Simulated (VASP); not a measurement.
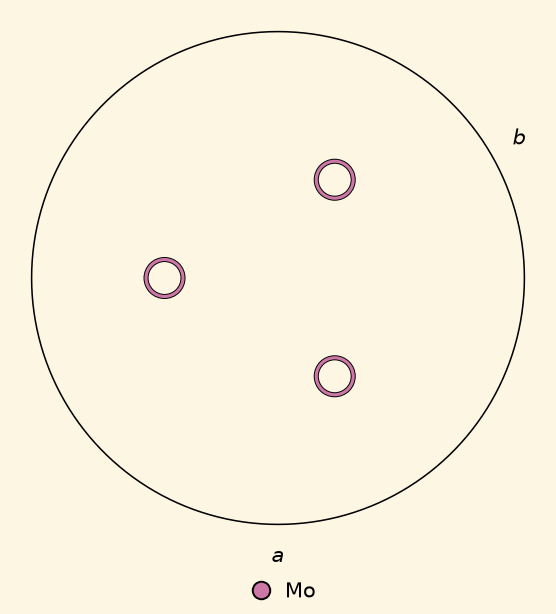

Directions from one sulfur atom at (2/3, 1/3, 0.377) to its bonded neighbours, in stereographic projection down c (filled: above the plane of the page or in it, open: below). Crystal: MoS2, an entry of the Crystallography Open Database, as set up for an electronic-structure calculation. The drawing is computed from the coordinates (standard cell, symmetry found to 0.002 Å).

Neighbours are counted up to 3.08 Å for Mo.

```cif
data_structure
_symmetry_space_group_name_H-M 'P 1'
_symmetry_Int_Tables_number 1
_cell_length_a 3.1690
_cell_length_b 3.1690
_cell_length_c 12.3240
_cell_angle_alpha 90.000
_cell_angle_beta 90.000
_cell_angle_gamma 120.000
_cell_volume 107.18
loop_
_atom_site_label
_atom_site_type_symbol
_atom_site_fract_x
_atom_site_fract_y
_atom_site_fract_z
_atom_site_occupancy
Mo1 Mo 0.66667 0.33333 0.75000 1
Mo2 Mo 0.33333 0.66667 0.25000 1
S1 S 0.66667 0.33333 0.37700 1
S2 S 0.33333 0.66667 0.87700 1
S3 S 0.66667 0.33333 0.12300 1
S4 S 0.33333 0.66667 0.62300 1
```

Q: How many neighbours are there, and at what angles?

A: 3: 3 Mo at 2.41 Å. Angles between bonds: 82° (3×).

Q: What is the site's symmetry in the crystal?

A: Point group 3m (C3v), order 6: one threefold axis, three mirror planes. In No. 194, P6₃/mmc this is Wyckoff position 4f.
